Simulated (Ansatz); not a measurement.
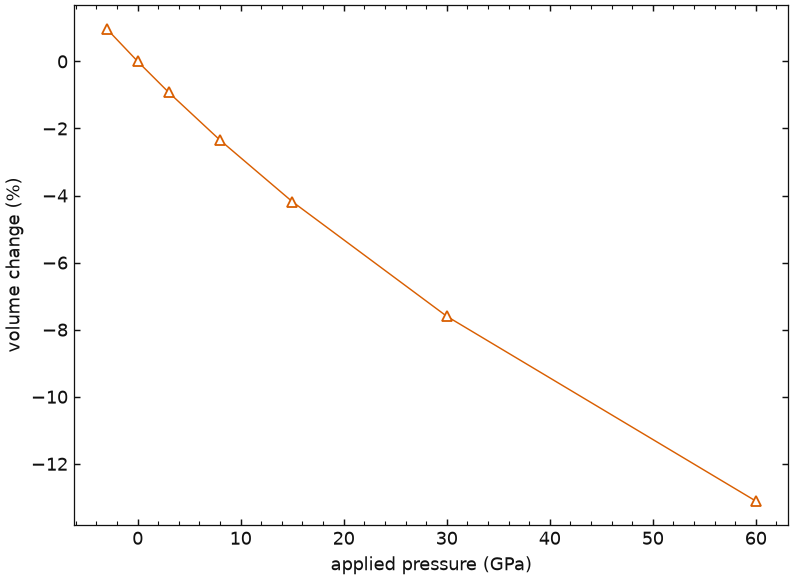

The plot gives the computed volume change against applied pressure for W, space group Im-3m (No. 229).

Starting cell:
```
W
1.0
    -1.58420    1.58420    1.58420
     1.58420   -1.58420    1.58420
     1.58420    1.58420   -1.58420
W
1
Direct
  0.00000 0.00000 0.00000
```

How it was computed, with Ansatz 0.2.0: volume, enthalpy and cell of a crystal along a series of hydrostatic pressures at zero temperature, keeping its symmetry; changes are against the given cell; the k mesh follows the cell and the gap; plane waves with PAW datasets, Γ-centred k mesh; energies extrapolated to zero smearing. Level: r2SCAN, no spin polarisation.

- wave cutoff: 500 eV
- occupations: Gaussian
- k mesh at zero pressure: 18×18×18
- smearing width at zero pressure: 0.1 eV

From this curve and the settings, what does the calculation give for the change of a and enthalpy change at the same points?

The change of a falls from 0.32 % at applied pressure −3 GPa to −4.57 % at 60 GPa. The enthalpy change rises from −0.30 eV/atom at applied pressure −3 GPa to 5.51 eV/atom at 60 GPa.

```
applied pressure (GPa)  change of a (%)  enthalpy change (eV/atom)
                    -3             0.32                      -0.30
                     0             0.00                       0.00
                     3            -0.31                       0.30
                     8            -0.79                       0.78
                    15            -1.41                       1.46
                    30            -2.60                       2.86
                    60            -4.57                       5.51
```
